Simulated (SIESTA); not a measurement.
# Fe₂Ge: 7 runs along one coordinate

System: Fe₂Ge (P6/mmm, 3 atoms in the cell).
Method: Kohn-Sham DFT of a periodic cell, PBEsol, PseudoDojo 0.4 standard, converted to PSML, spin-polarised (SIESTA 5.4.2).

The 7 runs differ only in the geometry, by an even scaling of the cell at fixed fractional positions. The structure derives from a Materials Project entry.

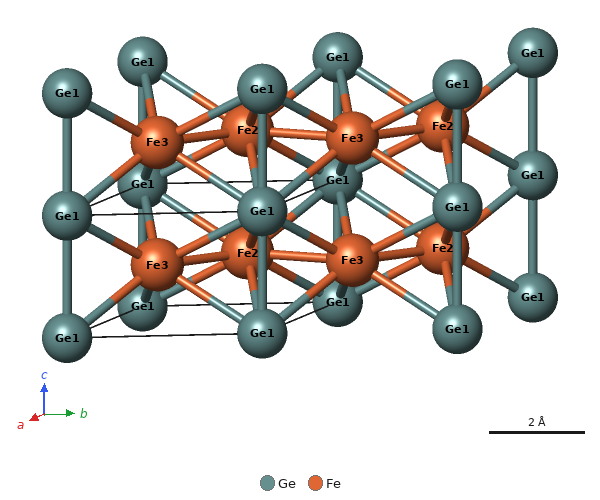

Figure 1. The structure of run 4 (ball-and-stick view of the cell of the calculation, repeated 1 × 2 × 2, seen slightly off an axis; atoms are numbered from 1 in the order of the input). An atom can appear more than once, as a periodic image.

## Input of run 4
```
SystemName                      Fe2Ge
SystemLabel                     Fe2Ge
NumberOfSpecies                 2
NumberOfAtoms                   3
%block ChemicalSpeciesLabel
  1  32 Ge
  2  26 Fe
%endblock ChemicalSpeciesLabel

LatticeConstant                 1.0 Ang
%block LatticeVectors
     4.1636340796     0.0000000000     0.0000000000
    -2.0818170398     3.6058128850     0.0000000000
     0.0000000000     0.0000000000     2.6264660000
%endblock LatticeVectors
AtomicCoordinatesFormat         Fractional
%block AtomicCoordinatesAndAtomicSpecies
     0.0000000000     0.0000000000     0.0000000000  1  Ge
     0.3333333333     0.6666666667     0.5000000000  2  Fe
     0.6666666667     0.3333333333     0.5000000000  2  Fe
%endblock AtomicCoordinatesAndAtomicSpecies

%block kgrid.MonkhorstPack
    7   0   0  0.0
    0   7   0  0.0
    0   0  10  0.0
%endblock kgrid.MonkhorstPack
XC.Functional                   GGA
XC.Authors                      PBEsol
PAO.BasisSize                   DZP
PAO.EnergyShift                 0.003 Ry
Mesh.Cutoff                     800 Ry
Spin                            polarized
%block DM.InitSpin
    1   0.000
    2   3.000
    3   3.000
%endblock DM.InitSpin
OccupationFunction              FD
ElectronicTemperature           0.05 eV
MaxSCFIterations                200
SCF.MustConverge                false
SCF.Mixer.Method                Pulay
SCF.Mixer.Weight                0.1
SCF.Mixer.History               10
SCF.DM.Tolerance                5.0e-05
SCF.H.Tolerance                 1.0e-03 eV
WriteForces                     true
Charge.Mulliken                 end
Charge.Hirshfeld                end
Charge.Voronoi                  end
SaveRho                         true
SaveElectrostaticPotential      true
%block PAO.Basis
  Ge 4
  n=4 0 2
    5.960 0.000
  n=4 1 2
    8.130 0.000
  n=3 2 2
    3.189 0.000
  n=4 2 1
    8.130
  Fe 5
  n=3 0 2
    2.625 0.000
  n=4 0 2
    7.520 0.000
  n=3 1 2
    2.943 0.000
  n=4 1 1
    7.520
  n=3 2 2
    4.859 0.000
%endblock PAO.Basis
```

Command:
```bash
siesta < Fe2Ge.fdf > Fe2Ge.out 2>&1
```

Lattice vectors (Å) and fractional positions of run 4:
```
   4.163634    0.000000    0.000000
  -2.081817    3.605813    0.000000
   0.000000    0.000000    2.626466
Ge  0.000000  0.000000  0.000000
Fe  0.333333  0.666667  0.500000
Fe  0.666667  0.333333  0.500000
```

Run 3 has the same physical settings and fractional positions; its lattice vectors (Å) are:
```
   4.135689    0.000000    0.000000
  -2.067845    3.581612    0.000000
   0.000000    0.000000    2.608838
```

## Results, with one run withheld

```csv
run,volume per atom (Å³),"free energy per atom, from the lowest run given (meV)",pressure (GPa)
1,12.355,2.45,2.83
2,12.618,0.00,0.10
3,12.881,?,?
4,13.144,8.89,−5.53
5,13.407,19.88,−7.65
6,13.670,33.99,−9.63
7,13.933,51.56,−11.76
```

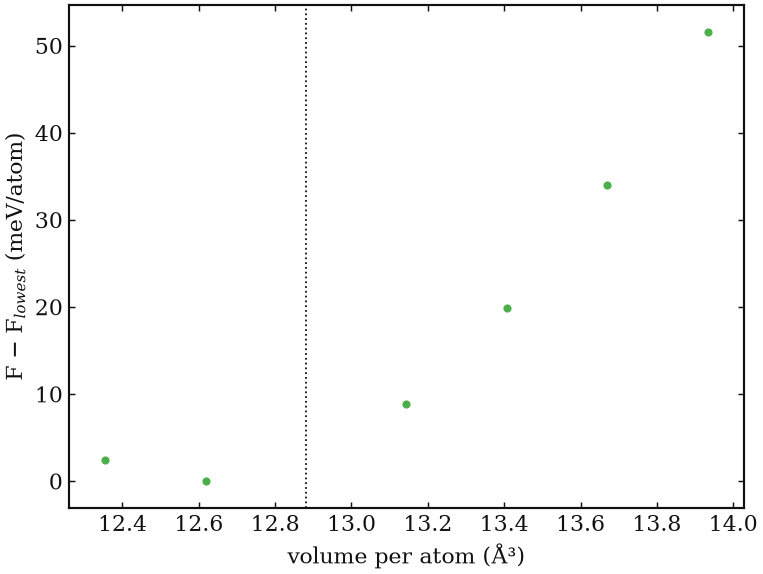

Figure 2. Free energy per atom of the runs given; the dotted line marks run 3.

Fit the runs given and predict run 3.

A cubic polynomial in V^(−2/3) (the Birch–Murnaghan form), fitted to the 6 runs given, misses them by at most 0.14 meV per atom. With x = V^(−2/3) − 0.17933 Å⁻², it reads F = 9.8456 − 3834.9 x + 3.7126e+05 x² − 32638 x³ (meV per atom). At run 3 it gives 2.28 meV per atom, and the run itself gives 2.07. The slope of the fit gives a pressure −dF/dV of −2.81 GPa there, and the run prints −2.67 GPa. The two needn't agree exactly: the fit is approximate, and the printed stress is taken on a finite basis. The fit has its minimum at 12.619 Å³ per atom, where V d²F/dV² gives 142 GPa. Cell shape and fractional positions are held, so this is the stiffness under even scaling; the relaxed bulk modulus wasn't computed.

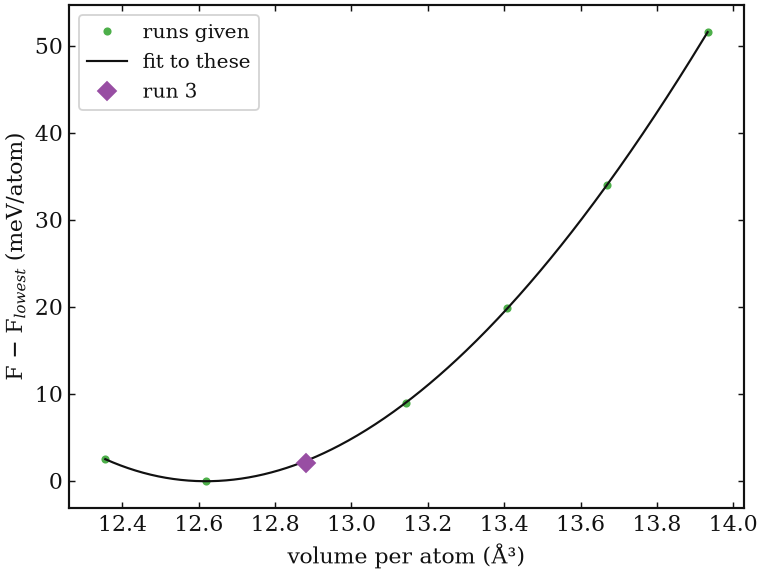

Figure 3. The fit and the withheld run.

## Some lines of the output (run 3)
```
[...]
outcell: Cell volume (Ang**3)        :     38.6432
stepf: Fermi-Dirac step function
siesta: Etot    =     -9238.785658
siesta: FreeEng =     -9238.803983
        iscf     Eharris(eV)        E_KS(eV)     FreeEng(eV)     dDmax    Ef(eV) dHmax(eV)
siesta: E_KS(eV) =            -9240.3378
siesta: E_KS - E_eggbox =     -9240.3378
siesta: Etot    =     -9240.337810
siesta: FreeEng =     -9240.357300
siesta:         Fermi =      -5.152324
siesta: Cell volume =         38.643246 Ang**3
    Orbital volume contribution        =           3.019539 eV
```

Notes: Points of doubt noted for this run: mulliken charges of long orbitals. With a small basis of atomic orbitals these values can differ much from converged plane-wave results.
